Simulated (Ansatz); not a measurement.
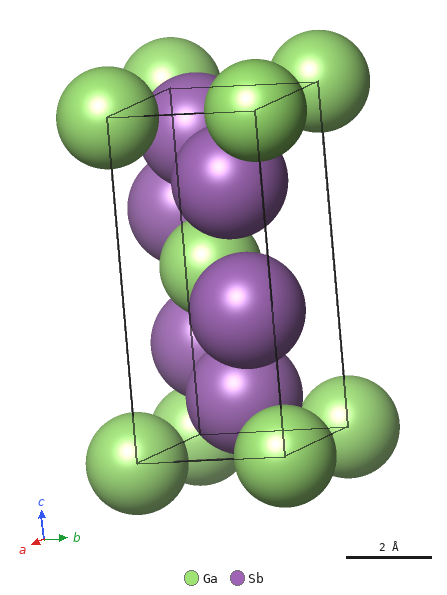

Structure drawing (space-filling), viewed slightly off an axis. The lines enclose the unit cell; boundary atoms appear with their images.

GaSb3, a = 4.76 Å, b = 4.92 Å, c = 8.90 Å, α = 75.80°, β = 75.49°, γ = 64.66°.

Results below were computed with DFT PBE+D3(BJ), scalar-relativistic, plane waves, PAW (Ansatz); the settings were a kinetic-energy cutoff of 420 eV, k-points about 0.13 Å⁻¹ apart, Gaussian smearing of 0.15 eV, no spin polarisation.

How large a gap does the method give, if there is one?

A metal: bands cross the Fermi level.

What pressure does the calculation give for this cell?

The computed pressure is 8.3 GPa (compressed: it would expand).

It goes back to a structure listed in the Materials Project. The cell was then strained or its atoms displaced on purpose. Ansatz was used for an electronic-structure calculation on it.

At this level of theory the cell isn't at rest (compressed, at 8 GPa and forces up to 0.8 eV/Å), so its distances can differ from those at equilibrium, the more so the softer the solid.
